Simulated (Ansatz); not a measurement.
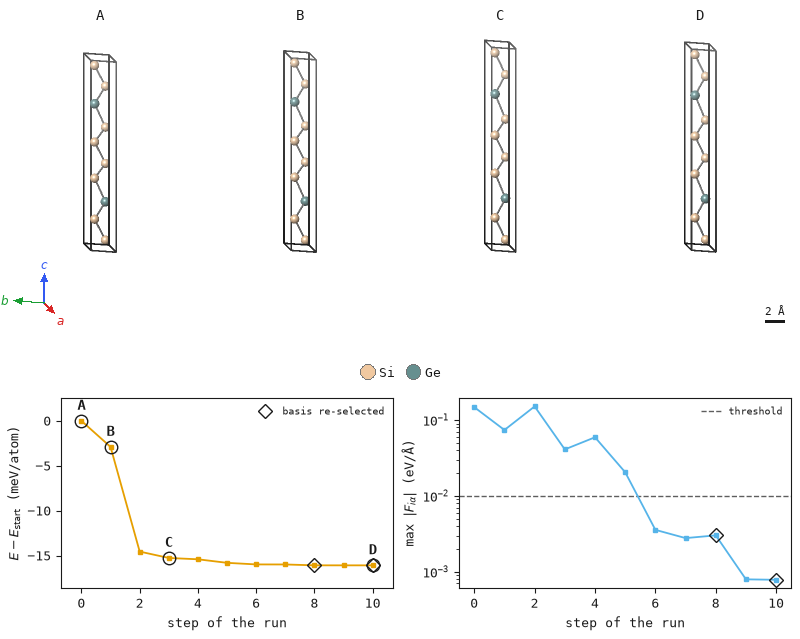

Frames of a relaxation of crystalline Si$_{4}$Ge (a generated structure, set up in P6_3/mmc), marked on the history of the run. The picture is a ball-and-stick view of the cell of the calculation, seen from a free direction.

The calculation used DFT PBE, scalar-relativistic, plane waves, PAW (Ansatz).

The input:
```yaml
crystal:
  lattice:
    - [2.8655244872, 0.0, 0.0]
    - [-1.4327622436, 2.4816170011, 0.0]
    - [0.0, 0.0, 21.9138439429]
  atoms:
    - { symbol: Si, position: [0.3333333333, 0.6666666667, 0.9515629818] }
    - { symbol: Si, position: [0.3333333333, 0.6666666667, 0.1421683556] }
    - { symbol: Si, position: [0.3333333333, 0.6666666667, 0.3578316444] }
    - { symbol: Si, position: [0.3333333333, 0.6666666667, 0.5484370182] }
    - { symbol: Si, position: [0.6666666667, 0.3333333333, 0.0484370182] }
    - { symbol: Si, position: [0.6666666667, 0.3333333333, 0.4515629818] }
    - { symbol: Si, position: [0.6666666667, 0.3333333333, 0.6421683556] }
    - { symbol: Si, position: [0.6666666667, 0.3333333333, 0.8578316444] }
    - { symbol: Ge, position: [0.3333333333, 0.6666666667, 0.75] }
    - { symbol: Ge, position: [0.6666666667, 0.3333333333, 0.25] }
basis:
  ecutwfc: 420
kpoints:
  mp_grid: { grid: [18, 18, 2] }
hamiltonian:
  xc: pbe
scf:
  occupations: { method: gaussian, width: 0.1 }
output:
  forces: true
  stress: true
  eigenvalues: true
  write_density: true
  write_potential: true
  elf: true
  volumetric_format: npy
relax:
  adjacent_minimum: "off"
  f_tol: 0.01
  max_steps: 80
  cell: { stress_tol: 0.05 }
```

Run as
```bash
ansatz run input.yaml --threads 1 --pin off --max-ram 2560MiB --backend cpu --events-out ev --progress --plain --runs-dir out
```

**Describe the path.**

The largest moves relative to the cell, 0.022 Å, are those of Si2, Si3, Si7 and Si8. Si8 goes along +c. Ge stays in place. Cell: a = b 2.866 → 2.782 Å (−2.9 %), c 21.914 → 23.196 Å (+5.9 %). Volume −0.2 %. Among the contacts that change: Si2–Ge10 2.885 → 2.991 Å, Si1–Si1 2.866 → 2.782 Å, Ge10–Ge10 2.866 → 2.782 Å, Si1–Si8 2.637 → 2.701 Å. Bond angles that change, for instance: Si3–Si6–Si4 103.2° → 107.5°, Si6–Si3–Si6 65.8° → 62.0°, Si4–Si6–Si4 64.3° → 61.3°. The space group stays P6_3/mmc (No. 194). Over 8 accepted moves (10 points after the start) the energy falls by 16.1 meV per atom. Largest force component: 0.15 eV/Å at the start, 0.00078 eV/Å at the end. Pressure: 0.06 GPa at the start and 0.00 GPa at the end. At 2 points the geometry stayed and the basis and grid were re-selected for the new cell (energy shift of 0.1 meV per atom at most each time). From step 0 to 1: Si atoms move most (0.02 Å), energy −2.9 meV per atom. From step 1 to 3: Si atoms move most (0.02 Å), energy −12.4 meV per atom. From step 3 to 10: Si atoms move most (0.02 Å), volume −0.3 %, energy −0.8 meV per atom.

```tsv
step	E − E(0), meV/atom	largest force component, eV/Å	pressure, GPa	volume, Å³/atom	note
0	0.00	0.1480	0.06	15.583	
1	-2.90	0.0739	0.04	15.591	
2	-14.55	0.1513	-0.16	15.620	
3	-15.26	0.0410	-0.14	15.592	
4	-15.40	0.0593	-0.04	15.538	
5	-15.80	0.0205	-0.04	15.550	
6	-15.97	0.0036	0.01	15.542	
7	-15.98	0.0028	-0.01	15.546	
8	-16.08	0.0030	0.00	15.546	same geometry, new basis
9	-16.08	0.0008	0.00	15.546	
10	-16.08	0.0008	0.00	15.546	same geometry, new basis
```
